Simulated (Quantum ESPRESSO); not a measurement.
# A series of single points on CuO

System: CuO (P6₃mc, 4 atoms in the cell).
Method: Kohn-Sham DFT of a periodic cell, PBE, SSSP 1.3 efficiency PBE, no spin polarisation (Quantum ESPRESSO 7.5).

The 7 runs differ only in the geometry, by an even scaling of the cell at fixed fractional positions. The structure was built on a prototype by a generator; it need not be a known phase.

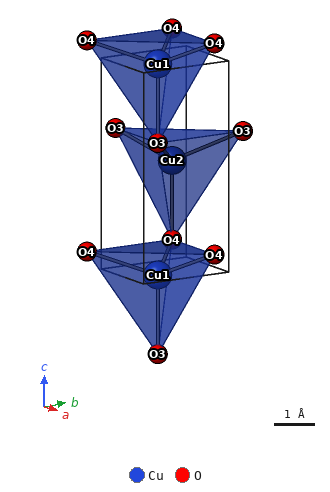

Figure 1. The structure of run 4 (polyhedral view of the cell of the calculation, seen slightly off an axis; polyhedra are completed across the faces of the cell; atoms are numbered from 1 in the order of the input).

**Input of run 4**
```
&CONTROL
  calculation = 'scf'
  prefix = 'pwscf'
  outdir = './tmp'
  pseudo_dir = './pseudo'
  tprnfor = .true.
  tstress = .true.
  disk_io = 'nowf'
/
&SYSTEM
  ibrav = 0
  nat = 4
  ntyp = 2
  ecutwfc = 55
  ecutrho = 440
  nbnd = 25
  occupations = 'smearing'
  smearing = 'fd'
  degauss = 0.00367493
/
&ELECTRONS
  conv_thr = 8d-10
  electron_maxstep = 120
  mixing_beta = 0.5
/
ATOMIC_SPECIES
Cu    63.5460 Cu.paw.z_11.ld1.psl.v1.0.0-low.upf
O     15.9990 O.pbe-n-kjpaw_psl.0.1.UPF
CELL_PARAMETERS angstrom
   3.2880244300    0.0000000000    0.0000000000
  -1.6440122100    2.8475126800    0.0000000000
   0.0000000000    0.0000000000    5.3850248600
ATOMIC_POSITIONS crystal
Cu     0.6666666667    0.3333333333    0.0000000000
Cu     0.3333333333    0.6666666667    0.5000000000
O      0.6666666667    0.3333333333    0.6252000000
O      0.3333333333    0.6666666667    0.1252000000
K_POINTS automatic
9 9 5 0 0 0
```

Command:
```bash
OMP_NUM_THREADS=1 pw.x -in pw.in > pw.out
```

Run 5 differs from it as follows:
```diff
-   3.2880244300    0.0000000000    0.0000000000
-  -1.6440122100    2.8475126800    0.0000000000
-   0.0000000000    0.0000000000    5.3850248600
+   3.3098000608    0.0000000000    0.0000000000
+  -1.6549000254    2.8663709294    0.0000000000
+   0.0000000000    0.0000000000    5.4206883156
```

**Results, with one run withheld**

```tsv
run	volume per atom (Å³)	free energy per atom, from the lowest run given (meV)	pressure (GPa)
1	11.848	0.00	−2.74
2	12.100	5.72	−5.24
3	12.352	15.13	−7.45
4	12.605	27.87	−9.40
5	12.857	?	?
6	13.109	61.66	−12.66
7	13.361	82.11	−13.99
```

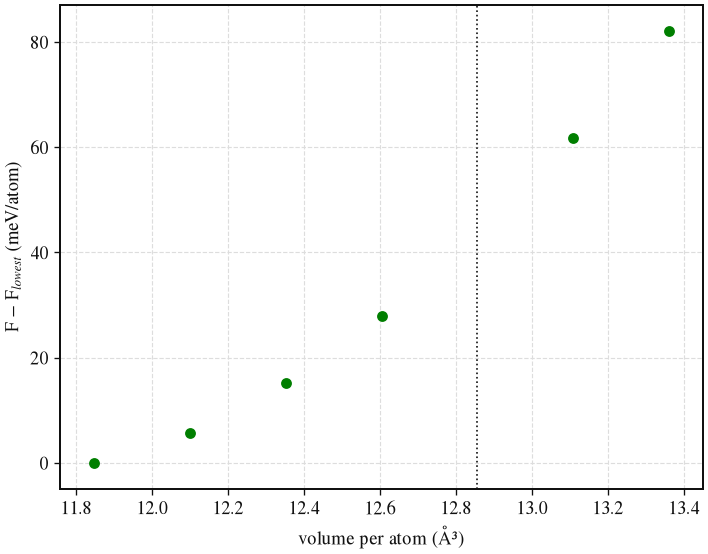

Figure 2. Free energy per atom of the runs given; the dotted line marks run 5.

Fit the runs given and predict run 5.

A cubic polynomial in V^(−2/3) (the Birch–Murnaghan form), fitted to the 6 runs given, misses them by under 0.01 meV per atom. With x = V^(−2/3) − 0.18523 Å⁻², it reads F = 24.515 − 5440.9 x + 2.7933e+05 x² + 4.2361e+05 x³ (meV per atom). At run 5 it gives 43.48 meV per atom, and the run itself gives 43.49. The slope of the fit gives a pressure −dF/dV of −10.77 GPa there, and the run prints −11.12 GPa. The two needn't agree exactly: the fit is approximate, and the printed stress is taken on a finite basis. The fit has no minimum inside this range.

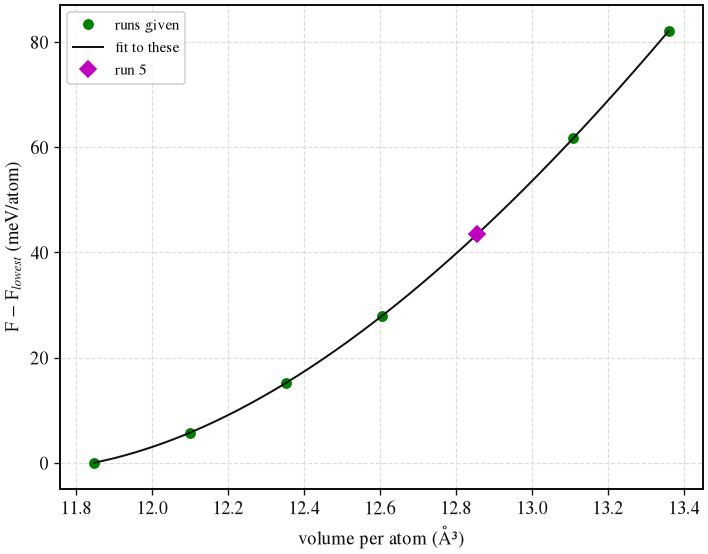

Figure 3. The fit and the withheld run.

**Some lines of the output (run 5)**
```
[...]
     total energy              =    -508.82105124 Ry
     total energy              =    -508.99131383 Ry
     total energy              =    -509.34359893 Ry
     total energy              =    -509.34677641 Ry
     total energy              =    -509.34694244 Ry
     total energy              =    -509.34698331 Ry
     total energy              =    -509.34698674 Ry
     total energy              =    -509.34698753 Ry
     total energy              =    -509.34698756 Ry
     the Fermi energy is     6.1414 ev
!    total energy              =    -509.34698757 Ry
     The total energy is F=E-TS. E is the sum of the following terms:
     Computing stress (Cartesian axis) and pressure
          total   stress  (Ry/bohr**3)                   (kbar)     P=     -111.20
```

Notes: The run has no spin polarisation, so a magnetic state may lie lower.
